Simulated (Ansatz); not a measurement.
Take the following structure.

```
Co O
1.0
    -1.60222    2.77513    0.00000
    -3.20444    0.00000    0.00000
    -1.60222    0.92504    5.13294
Co O
2 2
Direct
  0.00000 0.00000 0.00000
  0.50000 0.50000 0.50001
  0.62399 0.62399 0.12802
  0.12396 0.12396 0.62811
```

> What does this file describe?

Composition: CoO. Strictly the space group is R3m (No. 160, within 0.01 Å). It is a distorted form of a face-centred cubic structure, space group F-43m (No. 216) within 0.25 Å: zinc blende (sphalerite type). One cell contains 2 Co, 2 O, 4 atoms in all. Each Co has four O in a tetrahedral arrangement at 1.91 to 1.96 Å. Each O has four Co in a tetrahedral arrangement at 1.91 to 1.96 Å. The bonds build a three-dimensional framework.

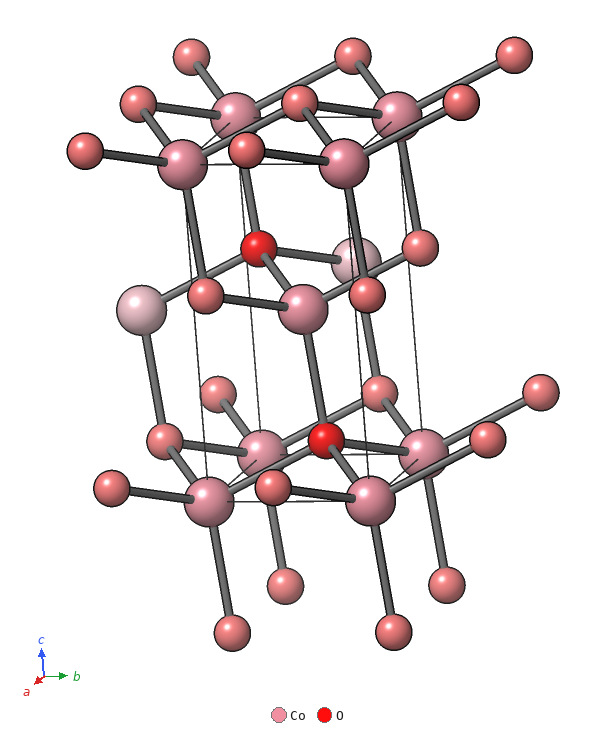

Ball-and-stick drawing of the structure, looking slightly off an axis. The frame is the unit cell; atoms at its boundary are shown with their periodic copies. Every bond is drawn to its end, so some atoms lie outside the box, in fainter colours.

Provenance: a structure listed in the Materials Project. Earlier steps of the study, as a rule a relaxation of our own, may have changed the cell and positions, so they can lie some per cent off the listed ones. It was set up as input for a calculation with Ansatz.
